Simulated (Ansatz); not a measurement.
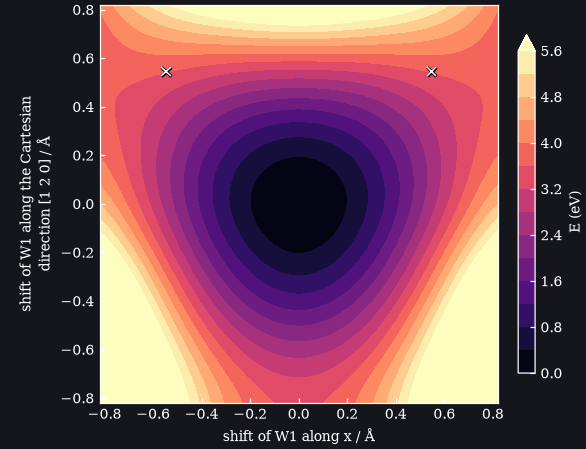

Energy landscape of WSe2 (P6_3/mmc, No. 194; 6 atoms in the cell). One atom moved over a plane, all else fixed (x along [1 0 0], y along [1 2 0], z along [0 0 1] of the conventional cell). Coordinates scanned: (1) shift of W1 along x; (2) shift of W1 along the Cartesian direction [1 2 0]. Nothing is relaxed (all other atoms fixed). The scan uses a 7 × 7 grid; 27 points were computed and 20 follow by symmetry. At 2 points there is no value. Points are written as (first, second). All energies are given in eV per cell relative to the lowest grid point. The band gap closes in part of the range. All numbers below come from Ansatz 0.2.0, DFT LDA+D3(BJ), scalar-relativistic, plane waves, PAW. Settings: cutoff 420 eV, k-mesh 12×12×4 in the order of the run's cell vectors, gaussian smearing 0.05 eV, no spin polarisation.

Drawn: filled contours, crosses at grid points without a value, one colour for all values above the top of the scale. Between grid points the surface is interpolated. 

**Summarise what can be read from the map.**

The lowest grid point is at (0.000 Å, 0.000 Å). It is the only kind of minimum in the scanned range. The highest grid point, (−0.820 Å, −0.820 Å), lies 11.9 eV above the lowest. Near the minimum the well is nearly round, with a curvature of about 20 eV/Å².

Grid values (eV):

```csv
"second ↓, first →",−0.820,−0.547,−0.273,0.000,0.273,0.547,0.820
0.820,4.0,5.5,6.5,6.9,6.5,5.5,4.0
0.547,3.6,–,3.3,3.1,3.3,–,3.6
0.273,3.8,2.7,1.3,0.8,1.3,2.7,3.8
0.000,4.8,2.6,0.7,0.0,0.7,2.6,4.8
−0.273,7.2,3.8,1.5,0.7,1.5,3.8,7.2
−0.547,10.1,5.5,3.0,2.3,3.0,5.5,10.1
−0.820,11.9,6.8,4.2,3.5,4.2,6.8,11.9
```

The input of one point:

```yaml
crystal:
  lattice:
    - [3.207666071, 0.0, 0.0]
    - [-1.6038330355, 2.7779203043, 0.0]
    - [0.0, 0.0, 12.2281123096]
  atoms:
    - { symbol: W, position: [0.3333333333, 0.6666666667, 0.25] }
    - { symbol: W, position: [0.6666666667, 0.3333333333, 0.75] }
    - { symbol: Se, position: [0.3333333333, 0.6666666667, 0.6131927308] }
    - { symbol: Se, position: [0.6666666667, 0.3333333333, 0.1131927308] }
    - { symbol: Se, position: [0.3333333333, 0.6666666667, 0.8868072692] }
    - { symbol: Se, position: [0.6666666667, 0.3333333333, 0.3868072692] }
basis:
  ecutwfc: 420
kpoints:
  mp_grid: { grid: [12, 12, 4] }
hamiltonian:
  xc: lda
  pseudopotentials: { kind: paw, azcp: { folder: soft_1 } }
  dispersion: d3bj
scf:
  occupations: { method: gaussian, width: 0.05 }
output:
  forces: true
  stress: true
  eigenvalues: true
```

Time for the 27 points that were run: 59 min on 2 threads of Arm Neoverse N1, on a shared host.
